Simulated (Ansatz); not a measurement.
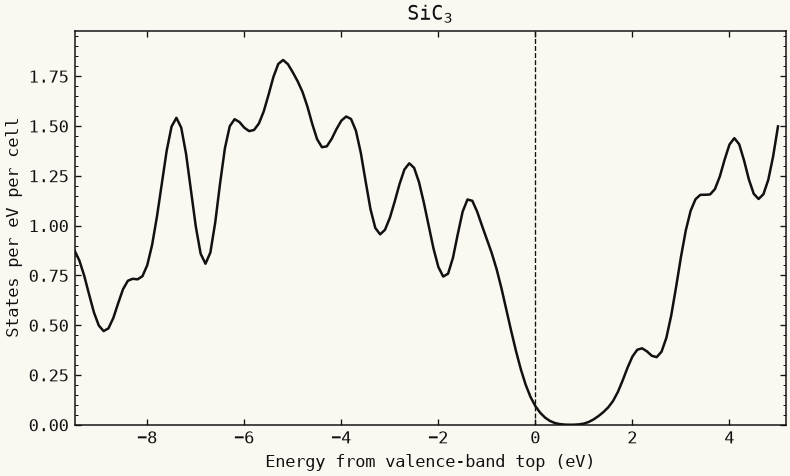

Density of states. Energies are counted from the top of the valence band. The DOS curve is built from the levels of the k mesh with Gaussians 0.55 eV wide, which also blur the band edges; ripples of that width can come from the mesh.

Calculation on SiC₃ (ordered alloy on diamond lattice), space group P-4m2, 4 atoms in the cell, relaxed with r2SCAN; a = 2.796 Å, c = 4.090 Å (tetragonal axes).

Level of theory: PBE, Ansatz PAW set, no spin polarisation, no spin-orbit coupling, 10×10×6 k mesh, 420 eV cutoff; code Ansatz 0.2.0.

Metal or insulator, going by the density of states?

Answer. There is a gap; over the k points computed it is 1.41 eV (indirect; the smallest direct gap on the k mesh is 1.86 eV).

LDA, GGA and most meta-GGA functionals understate gaps. The cell is at 3 GPa in this functional. The cell was built by a generator and needn't be a form met in nature.
